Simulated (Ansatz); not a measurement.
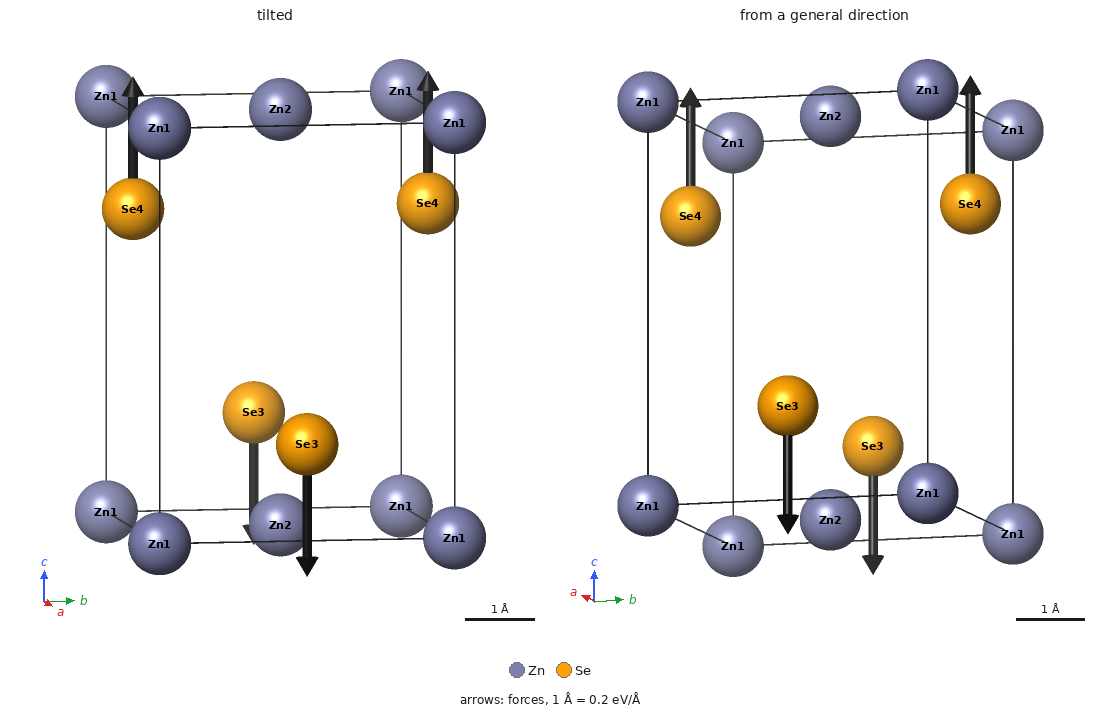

Shown here is a spheres-only view of the crystal, taken slightly off an axis and from a general direction. Lines trace the edges of the simulation cell. The arrows are the computed forces on the atoms.

System: ZnSe. The calculation used DFT PBE, scalar-relativistic, plane waves, PAW in Ansatz 0.2.0, with a cutoff energy of 420 eV, an 8×8×6 grid in reciprocal space, Gaussian smearing of 0.02 eV, no spin polarisation.

> Is this an equilibrium geometry?

No. The atoms still feel forces of up to about 0.3 eV/Å, far above a usual threshold of 0.01 to 0.03 eV/Å.

> Where is the maximum force, and how large is it?

Se3 and Se4, about 0.3 eV/Å.

The model was built from a structure listed in the Materials Project. The cell was then strained or its atoms displaced on purpose. It went into a calculation with Ansatz.
